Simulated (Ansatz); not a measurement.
## Geometry relaxation of Na (part 2 of 2)

Na (defect cell, 19 atoms in the cell); DFT PBE, scalar-relativistic, plane waves, PAW, no spin polarisation (Ansatz 0.2.0); cutoff 420 eV, 3×3×3 k-mesh, Gaussian smearing of 0.1 eV. The structure derives from a Materials Project entry. It belongs to a series of runs on one base structure; here: Na vacancy (site a), charge +0, atoms relaxed at the host's cell.

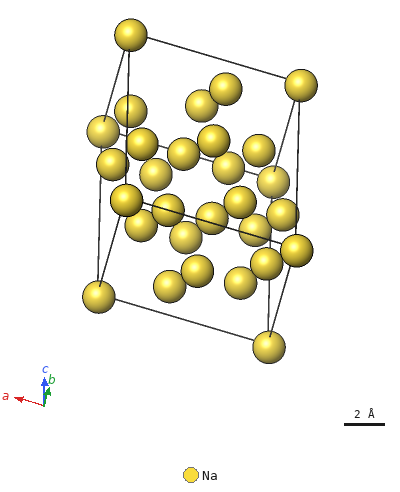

Fig. 1: The geometry at step 3 of the log (spheres-only view of the cell of the calculation, seen at an oblique angle).

**Output, continued**
```
  k-point 1: bands = ["-51.5707", "-51.5705", "-51.5348", "-51.5348", "-51.4882", "-51.4881", "-51.4879", "-51.4875", "-51.4874", "-51.4873", "-51.4872", "-51.4872", "-51.4871", "-51.4801", "-51.4798", "-51.4798", "-51.4793", "-51.4792", "-51.4790", "-23.4956", "-23.4936", "-23.4930", "-23.4918", "-23.4912", "-23.4881", "-23.4577", "-23.4574", "-23.4553", "-23.4553", "-23.4550", "-23.4549", "-23.4220", "-23.4212", "-23.4198", "-23.4186", "-23.4181", "-23.4181", "-23.4163", "-23.4154", "-23.4151", "-23.4146", "-23.4143", "-23.4141", "-23.4137", "-23.4130", "-23.4113", "-23.4104", "-23.4092", "-23.4075", "-23.4075", "-23.4068", "-23.4064", "-23.4051", "-23.4046", "-23.4033", "-23.4031", "-23.4027", "-23.4023", "-23.4019", "-23.4014", "-23.4007", "-23.3990", "-23.3982", "-23.3972", "-23.3961", "-23.3957", "-23.3957", "-23.3943", "-23.3940", "-23.3930", "-23.3919", "-23.3917", "-23.3912", "-23.3886", "-23.3876", "-23.3860", "-1.4427", "-0.7934", "0.2473", "0.3224", "0.5757", "0.6329", "0.7199", "0.8511", "1.3725", "1.4209", "1.5387", "1.6869", "1.7630", "2.1775", "2.5817", "2.7842", "2.8753", "3.0628", "3.0754", "3.1892", "3.3007", "3.6802", "3.7592", "4.1617", "4.2789", "4.4922", "4.5783", "4.9982", "5.2655"]
  k-point 2: bands = ["-51.5707", "-51.5705", "-51.5348", "-51.5348", "-51.4882", "-51.4880", "-51.4880", "-51.4875", "-51.4874", "-51.4874", "-51.4872", "-51.4871", "-51.4871", "-51.4801", "-51.4798", "-51.4798", "-51.4793", "-51.4792", "-51.4790", "-23.4957", "-23.4933", "-23.4931", "-23.4917", "-23.4915", "-23.4880", "-23.4576", "-23.4574", "-23.4554", "-23.4553", "-23.4550", "-23.4549", "-23.4212", "-23.4212", "-23.4205", "-23.4195", "-23.4195", "-23.4181", "-23.4180", "-23.4152", "-23.4147", "-23.4142", "-23.4138", "-23.4120", "-23.4119", "-23.4114", "-23.4107", "-23.4103", "-23.4097", "-23.4093", "-23.4074", "-23.4071", "-23.4065", "-23.4054", "-23.4051", "-23.4041", "-23.4032", "-23.4030", "-23.4029", "-23.4028", "-23.4008", "-23.4000", "-23.3982", "-23.3973", "-23.3971", "-23.3961", "-23.3957", "-23.3947", "-23.3944", "-23.3944", "-23.3937", "-23.3924", "-23.3920", "-23.3904", "-23.3889", "-23.3880", "-23.3858", "-1.2881", "-0.5122", "-0.4463", "-0.1577", "0.2816", "0.9309", "0.9843", "1.1864", "1.3419", "1.5157", "1.6089", "1.6324", "1.7581", "2.3499", "2.5821", "2.7023", "2.7395", "3.2162", "3.6912", "3.8019", "3.8540", "3.9135", "4.0643", "4.1739", "4.3037", "4.3972", "4.4116", "4.5314", "4.6607"]
  k-point 5: bands = ["-51.5707", "-51.5705", "-51.5348", "-51.5348", "-51.4881", "-51.4880", "-51.4880", "-51.4875", "-51.4875", "-51.4874", "-51.4871", "-51.4871", "-51.4871", "-51.4801", "-51.4798", "-51.4798", "-51.4792", "-51.4792", "-51.4789", "-23.4959", "-23.4930", "-23.4926", "-23.4922", "-23.4918", "-23.4879", "-23.4577", "-23.4573", "-23.4553", "-23.4553", "-23.4551", "-23.4550", "-23.4223", "-23.4222", "-23.4207", "-23.4195", "-23.4181", "-23.4172", "-23.4167", "-23.4162", "-23.4147", "-23.4146", "-23.4128", "-23.4127", "-23.4118", "-23.4109", "-23.4107", "-23.4097", "-23.4090", "-23.4086", "-23.4084", "-23.4083", "-23.4063", "-23.4060", "-23.4057", "-23.4045", "-23.4039", "-23.4030", "-23.4020", "-23.4018", "-23.4013", "-23.3995", "-23.3993", "-23.3966", "-23.3965", "-23.3959", "-23.3959", "-23.3947", "-23.3945", "-23.3939", "-23.3933", "-23.3929", "-23.3917", "-23.3916", "-23.3889", "-23.3879", "-23.3858", "-0.9699", "-0.6611", "-0.3599", "-0.3276", "-0.1282", "0.4421", "0.5449", "1.1359", "1.8700", "1.9408", "2.1047", "2.1728", "2.2205", "2.4295", "2.5377", "2.7371", "3.0098", "3.3109", "3.3830", "3.5030", "3.5769", "3.6709", "3.7358", "3.7512", "3.8262", "4.6089", "4.6836", "4.7240", "4.8515"]
--- Relaxed structure (4 steps of the walk, 4 accepted, 0 SCFs on fresh bases) ---
  F+E_penalty+E_count = -28241.42639263 eV   max|allowed force component| = 2.008e-2 eV/Å
  atoms:
    - { symbol: Na, position: [0.4160653279278498, 0.8940082218108941, 0.8940082218108941] }
    - { symbol: Na, position: [0.8940082218108942, 0.4160653279278498, 0.8940082218108941] }
    - { symbol: Na, position: [0.8940082218108942, 0.8940082218108941, 0.4160653279278498] }
    - { symbol: Na, position: [0.6097445590397761, 0.6097445590397761, 0.6097445590397761] }
    - { symbol: Na, position: [0.18393467207215042, 0.705991778189106, 0.705991778189106] }
    - { symbol: Na, position: [0.705991778189106, 0.18393467207215042, 0.705991778189106] }
    - { symbol: Na, position: [0.3, 0.30000000000000004, 0.8000000000000002] }
    - { symbol: Na, position: [0.705991778189106, 0.705991778189106, 0.18393467207215042] }
    - { symbol: Na, position: [0.3, 0.8000000000000002, 0.30000000000000004] }
    - { symbol: Na, position: [0.8000000000000002, 0.30000000000000004, 0.30000000000000004] }
    - { symbol: Na, position: [0.40460159183492356, 0.40460159183492356, 0.40460159183492356] }
    - { symbol: Na, position: [0.0011655140044876666, 0.4962575975261355, 0.4962575975261355] }
    - { symbol: Na, position: [0.4962575975261356, 0.0011655140044876666, 0.4962575975261355] }
    - { symbol: Na, position: [0.10374240247386454, 0.10374240247386454, 0.5988344859955124] }
    - { symbol: Na, position: [0.4962575975261356, 0.4962575975261355, 0.0011655140044876666] }
    - { symbol: Na, position: [0.10374240247386454, 0.5988344859955124, 0.10374240247386454] }
    - { symbol: Na, position: [0.5988344859955123, 0.10374240247386454, 0.10374240247386454] }
    - { symbol: Na, position: [0.19539840816507648, 0.19539840816507648, 0.19539840816507648] }
    - { symbol: Na, position: [-0.00974455903977606, -0.00974455903977606, -0.00974455903977606] }
```

**Trajectory as extended XYZ (Å, eV, eV/Å), 4 frames, from step=1 to step=4**
```
19
Lattice="-6.2949 -6.2949 2.0983 -6.2949 2.0983 -6.2949 2.0983 -6.2949 -6.2949" Properties=species:S:1:pos:R:3:forces:R:3 step=1 energy=-28241.38492
Na   -6.2949   -6.2949  -10.4915   -0.0268  -0.0268   0.0468
Na   -6.2949  -10.4915   -6.2949   -0.0268   0.0468  -0.0268
Na  -10.4915   -6.2949   -6.2949    0.0468  -0.0268  -0.0268
Na   -6.2949   -6.2949   -6.2949   -0.0459  -0.0459  -0.0459
Na   -4.1966   -4.1966   -8.3932    0.0268   0.0268  -0.0468
Na   -4.1966   -8.3932   -4.1966    0.0268  -0.0468   0.0268
Na   -2.0983   -6.2949   -6.2949    0.0000   0.0000   0.0000
Na   -8.3932   -4.1966   -4.1966   -0.0468   0.0268   0.0268
Na   -6.2949   -2.0983   -6.2949    0.0000   0.0000   0.0000
Na   -6.2949   -6.2949   -2.0983    0.0000   0.0000   0.0000
Na   -4.1966   -4.1966   -4.1966   -0.0084  -0.0084  -0.0084
Na   -2.0983   -2.0983   -6.2949    0.0107   0.0107   0.0133
Na   -2.0983   -6.2949   -2.0983    0.0107   0.0133   0.0107
Na    0.0000   -4.1966   -4.1966   -0.0133  -0.0107  -0.0107
Na   -6.2949   -2.0983   -2.0983    0.0133   0.0107   0.0107
Na   -4.1966    0.0000   -4.1966   -0.0107  -0.0133  -0.0107
Na   -4.1966   -4.1966    0.0000   -0.0107  -0.0107  -0.0133
Na   -2.0983   -2.0983   -2.0983    0.0084   0.0084   0.0084
Na    0.0000    0.0000    0.0000    0.0459   0.0459   0.0459
19
Lattice="-6.2949 -6.2949 2.0983 -6.2949 2.0983 -6.2949 2.0983 -6.2949 -6.2949" Properties=species:S:1:pos:R:3:forces:R:3 step=2 energy=-28241.39629
Na   -6.3038   -6.3038  -10.4764   -0.0239  -0.0239   0.0381
Na   -6.3038  -10.4764   -6.3038   -0.0239   0.0381  -0.0239
Na  -10.4764   -6.3038   -6.3038    0.0381  -0.0239  -0.0239
Na   -6.3094   -6.3094   -6.3094   -0.0383  -0.0383  -0.0383
Na   -4.1876   -4.1876   -8.4082    0.0239   0.0239  -0.0381
Na   -4.1876   -8.4082   -4.1876    0.0239  -0.0381   0.0239
Na   -2.0983   -6.2949   -6.2949    0.0000   0.0000   0.0000
Na   -8.4082   -4.1876   -4.1876   -0.0381   0.0239   0.0239
Na   -6.2949   -2.0983   -6.2949    0.0000   0.0000   0.0000
Na   -6.2949   -6.2949   -2.0983    0.0000   0.0000   0.0000
Na   -4.2033   -4.2033   -4.2033   -0.0059  -0.0059  -0.0059
Na   -2.0957   -2.0957   -6.2877    0.0074   0.0074   0.0141
Na   -2.0957   -6.2877   -2.0957    0.0074   0.0141   0.0074
Na   -0.0072   -4.1992   -4.1992   -0.0141  -0.0074  -0.0074
Na   -6.2877   -2.0957   -2.0957    0.0141   0.0074   0.0074
Na   -4.1992   -0.0072   -4.1992   -0.0074  -0.0141  -0.0074
Na   -4.1992   -4.1992   -0.0072   -0.0074  -0.0074  -0.0141
Na   -2.0915   -2.0915   -2.0915    0.0059   0.0059   0.0059
Na    0.0145    0.0145    0.0145    0.0383   0.0383   0.0383
19
Lattice="-6.2949 -6.2949 2.0983 -6.2949 2.0983 -6.2949 2.0983 -6.2949 -6.2949" Properties=species:S:1:pos:R:3:forces:R:3 step=3 energy=-28241.42615
Na   -6.3711   -6.3711  -10.3986    0.0019   0.0019   0.0097
Na   -6.3711  -10.3986   -6.3711    0.0019   0.0097   0.0019
Na  -10.3986   -6.3711   -6.3711    0.0097   0.0019   0.0019
Na   -6.3952   -6.3952   -6.3952   -0.0018  -0.0018  -0.0018
Na   -4.1204   -4.1204   -8.4861   -0.0019  -0.0019  -0.0097
Na   -4.1204   -8.4861   -4.1204   -0.0019  -0.0097  -0.0019
Na   -2.0983   -6.2949   -6.2949    0.0000   0.0000   0.0000
Na   -8.4861   -4.1204   -4.1204   -0.0097  -0.0019  -0.0019
Na   -6.2949   -2.0983   -6.2949    0.0000   0.0000   0.0000
Na   -6.2949   -6.2949   -2.0983    0.0000   0.0000   0.0000
Na   -4.2332   -4.2332   -4.2332   -0.0080  -0.0080  -0.0080
Na   -2.0970   -2.0970   -6.2083    0.0048   0.0048  -0.0213
Na   -2.0970   -6.2083   -2.0970    0.0048  -0.0213   0.0048
Na   -0.0865   -4.1978   -4.1978    0.0213  -0.0048  -0.0048
Na   -6.2083   -2.0970   -2.0970   -0.0213   0.0048   0.0048
Na   -4.1978   -0.0865   -4.1978   -0.0048   0.0213  -0.0048
Na   -4.1978   -4.1978   -0.0865   -0.0048  -0.0048   0.0213
Na   -2.0616   -2.0616   -2.0616    0.0080   0.0080   0.0080
Na    0.1003    0.1003    0.1003    0.0018   0.0018   0.0018
19
Lattice="-6.2949 -6.2949 2.0983 -6.2949 2.0983 -6.2949 2.0983 -6.2949 -6.2949" Properties=species:S:1:pos:R:3:forces:R:3 step=4 energy=-28241.42639
Na   -6.3709   -6.3709  -10.3823    0.0016   0.0016  -0.0079
Na   -6.3709  -10.3823   -6.3709    0.0016  -0.0079   0.0016
Na  -10.3823   -6.3709   -6.3709   -0.0079   0.0016   0.0016
Na   -6.3971   -6.3971   -6.3971    0.0050   0.0050   0.0050
Na   -4.1206   -4.1206   -8.5023   -0.0016  -0.0016   0.0079
Na   -4.1206   -8.5023   -4.1206   -0.0016   0.0079  -0.0016
Na   -2.0983   -6.2949   -6.2949    0.0000   0.0000   0.0000
Na   -8.5023   -4.1206   -4.1206    0.0079  -0.0016  -0.0016
Na   -6.2949   -2.0983   -6.2949    0.0000   0.0000   0.0000
Na   -6.2949   -6.2949   -2.0983    0.0000   0.0000   0.0000
Na   -4.2449   -4.2449   -4.2449    0.0068   0.0068   0.0068
Na   -2.0899   -2.0899   -6.2453   -0.0045  -0.0045   0.0201
Na   -2.0899   -6.2453   -2.0899   -0.0045   0.0201  -0.0045
Na   -0.0496   -4.2050   -4.2050   -0.0201   0.0045   0.0045
Na   -6.2453   -2.0899   -2.0899    0.0201  -0.0045  -0.0045
Na   -4.2050   -0.0496   -4.2050    0.0045  -0.0201   0.0045
Na   -4.2050   -4.2050   -0.0496    0.0045   0.0045  -0.0201
Na   -2.0500   -2.0500   -2.0500   -0.0068  -0.0068  -0.0068
Na    0.1022    0.1022    0.1022   -0.0050  -0.0050  -0.0050
```

The run was set up as follows.

**The input**
```yaml
crystal:
  lattice:
    - [-6.2948720891, -6.2948720891, 2.0982906964]
    - [-6.2948720891, 2.0982906964, -6.2948720891]
    - [2.0982906964, -6.2948720891, -6.2948720891]
  atoms:
    - { symbol: Na, position: [0.4, 0.9, 0.9] }
    - { symbol: Na, position: [0.9, 0.4, 0.9] }
    - { symbol: Na, position: [0.9, 0.9, 0.4] }
    - { symbol: Na, position: [0.6, 0.6, 0.6] }
    - { symbol: Na, position: [0.2, 0.7, 0.7] }
    - { symbol: Na, position: [0.7, 0.2, 0.7] }
    - { symbol: Na, position: [0.3, 0.3, 0.8] }
    - { symbol: Na, position: [0.7, 0.7, 0.2] }
    - { symbol: Na, position: [0.3, 0.8, 0.3] }
    - { symbol: Na, position: [0.8, 0.3, 0.3] }
    - { symbol: Na, position: [0.4, 0.4, 0.4] }
    - { symbol: Na, position: [0.0, 0.5, 0.5] }
    - { symbol: Na, position: [0.5, 0.0, 0.5] }
    - { symbol: Na, position: [0.1, 0.1, 0.6] }
    - { symbol: Na, position: [0.5, 0.5, 0.0] }
    - { symbol: Na, position: [0.1, 0.6, 0.1] }
    - { symbol: Na, position: [0.6, 0.1, 0.1] }
    - { symbol: Na, position: [0.2, 0.2, 0.2] }
    - { symbol: Na, position: [0.0, 0.0, 0.0] }
basis:
  ecutwfc: 420
  xc_grid: 2
kpoints:
  mp_grid: { grid: [3, 3, 3], shift: [0.0, 0.0, 0.0] }
hamiltonian:
  xc: pbe
scf:
  occupations: { method: gaussian, width: 0.1 }
output:
  forces: true
  stress: false
  eigenvalues: true
relax:
  adjacent_minimum: "off"
  f_tol: 0.025
  max_steps: 45
```

Launch command:
```bash
ansatz run input.yaml --threads 4 --pin off --max-ram 8192MiB --backend cpu --events-out ev --progress --plain --runs-dir out
```

**Summary**

```csv
quantity,value
outcome,converged
electrons treated,171
free energy,−28241.4264 eV
Fermi energy,1.600 eV
gap on the k-point mesh,none (metallic)
final volume,739.07 Å³
largest force (length of the vector) at the end,0.021 eV/Å
hardware,"4 threads of Intel Xeon @ 2.70GHz, 189 GiB of memory available, shared host"
wall time,45 s (CPU time 2.8 min)
peak memory,1.8 GiB
```
